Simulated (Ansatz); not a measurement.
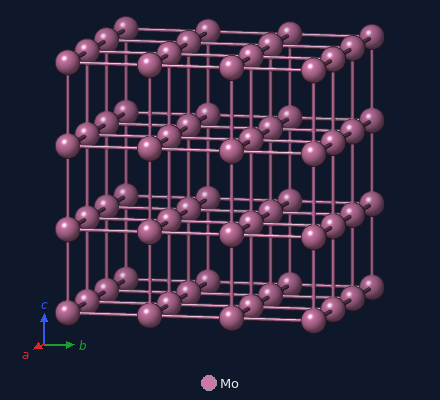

The structure; the drawing may span several cells.

Structure (in its standard cell), the geometry relaxed with DFT, RPBE, plane waves (420 eV) with PAW, scalar-relativistic (Ansatz 0.2.0); the starting structure was generated, so it need not be a known form of this composition:

```xyz
1
Lattice="2.6176 0.0000 0.0000 0.0000 2.6176 0.0000 0.0000 0.0000 2.6176" Properties=species:S:1:pos:R:3 pbc="T T T"
Mo    0.0000    0.0000    0.0000
```

**What does the kinematic electron diffraction pattern along [111] look like at 120 kV (B = 1 Å²)?**

The spots form a hexagonal net with both shortest vectors at d = 1.85 Å, 60.0° apart. They are -1 1 0 and -1 0 1. The pattern has symmetry 6mm. No reflection of this zone is absent.

Strongest reflections with d > 0.80 Å, one of each family (|F|² from tabulated Gaussian fits of the electron scattering factors, times a small damping for the curvature of the Ewald sphere):

```
    hkl  d (Å)  I (strongest = 100)
 1 0 -1  1.851                  100
2 -1 -1  1.069                   20
 2 0 -2  0.925                   12
```

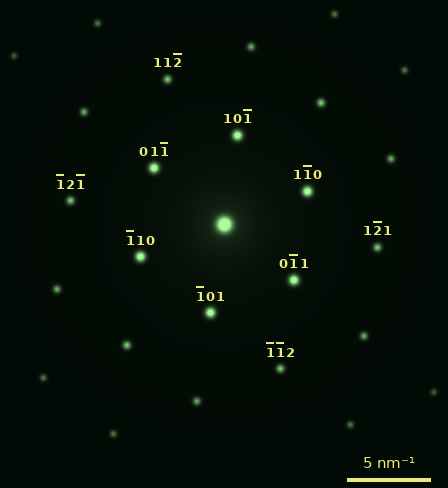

Calculated pattern, seen from the source side with [111] pointing towards the source.
